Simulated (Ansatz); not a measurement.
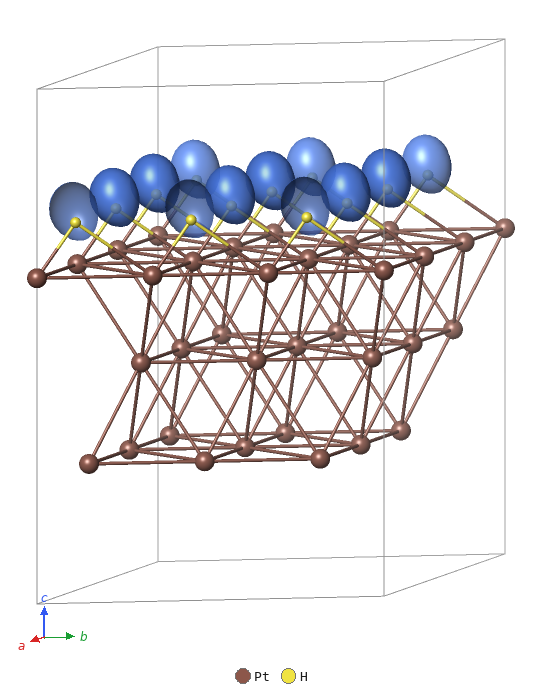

Figure 1: HPt₃ (slab). Isosurface of the electron localisation function at 0.8 (blue), seen slightly off an axis. Only the valence region is drawn (cores and ρ < 0.01 e/Å³ removed). Sticks mark near contacts.

Not relaxed (largest force 0.3 eV/Å); computed without spin polarisation.

Level of theory: Ansatz 0.2.0, DFT PBEsol, scalar-relativistic, plane waves, PAW.

Core electrons are frozen (PAW), and the valence fields are smoothed inside the atomic spheres.

What do the ELF domains correspond to?

The ELF exceeds this value in one region around a hydrogen nucleus, counted in one cell of 4 atoms. Counts are for one cell; the picture repeats the cell along the surface. Profiles from the grid: Pt–H (1.60 Å): the ELF climbs to about 1 towards the hydrogen. Pt–Pt (2.77 Å): the ELF is about 0.30 at the midpoint: no shared electron pair shows on this line.
